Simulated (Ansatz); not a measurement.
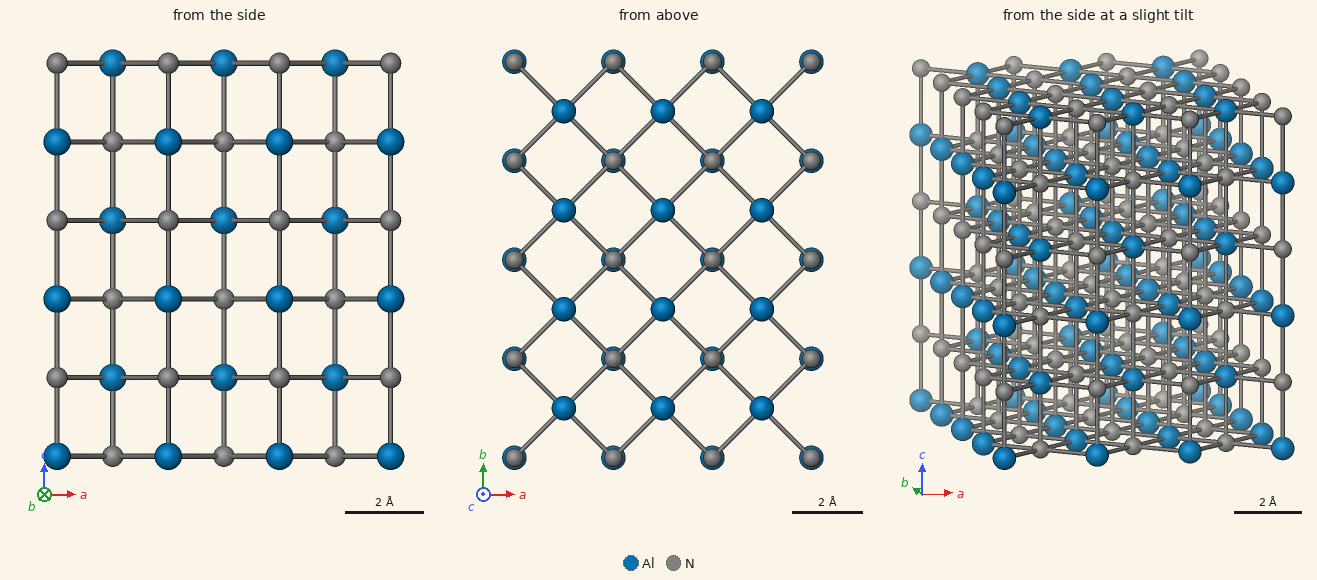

A ball-and-stick picture of a periodic slab, seen from the side, from above and from the side at a slight tilt. The surface normal points up in side views; the vacuum is left out. 3×4 cells are drawn in the plane, with atoms at the edges repeated.

The cell holds 6 Al, 6 N.

> Give the termination of both faces.

The top face ends in Al and N, the bottom face in Al and N. The two faces are alike.

> What is the slab's thickness, atom centre to atom centre?

About 10 Å from the lowest to the highest atom.

> Count the planes and say what each contains, starting at the top.

Six planes: AlN / AlN / AlN / AlN / AlN / AlN.

The structure comes from a structure listed in the Materials Project. The cell was then strained or its atoms displaced on purpose. Ansatz was used for an electronic-structure calculation on it.

At this level of theory the run's own cell isn't at rest (stretched, at -4 GPa and forces up to 0.9 eV/Å), so its distances can differ from those at equilibrium, the more so the softer the solid.
